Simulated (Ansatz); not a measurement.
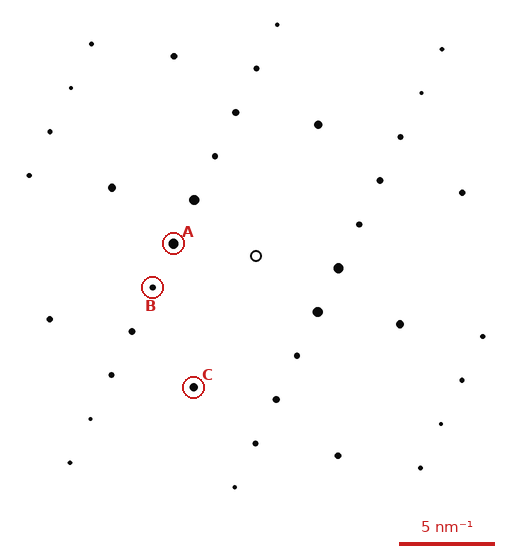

Simulated selected-area electron diffraction pattern (300 kV, kinematic approximation, thin crystal, B = 0.3 Å² for all atoms). The zone axis points towards the electron source and the pattern is seen from the source side.

The sample is Al, space group P6/mmm (No. 191), a = 4.52 Å, c = 2.80 Å (hexagonal axes). Structure: the geometry relaxed with Ansatz 0.2.0, DFT, LDA (PW92), plane waves (420 eV) with PAW, scalar-relativistic; the starting structure was generated, so it need not be a known form of this composition.

```cif
data_structure
_symmetry_space_group_name_H-M 'P6/mmm'
_symmetry_Int_Tables_number 191
_cell_length_a 4.5188
_cell_length_b 4.5188
_cell_length_c 2.7959
_cell_angle_alpha 90.000
_cell_angle_beta 90.000
_cell_angle_gamma 120.000
_cell_volume 49.44
loop_
_atom_site_label
_atom_site_type_symbol
_atom_site_symmetry_multiplicity
_atom_site_Wyckoff_symbol
_atom_site_fract_x
_atom_site_fract_y
_atom_site_fract_z
_atom_site_occupancy
Al1 Al 1 a 0.00000 0.00000 0.00000 1
Al2 Al 2 d 0.33333 0.66667 0.50000 1
```

Spot A is indexed -1 0 1 and spot B -1 -1 1.

### Give hkl for C.

C = −3A + 3B = 0 -3 0 (d = 1.304 Å).

### Which zone axis is this?

The cross product of A and B is parallel to [101]; every spot obeys hu + kv + lw = 0.

### What are the spacings of A and B and the angle between them?

d(A) = 2.275 Å, d(B) = 1.757 Å, and the angle is 25.4°.
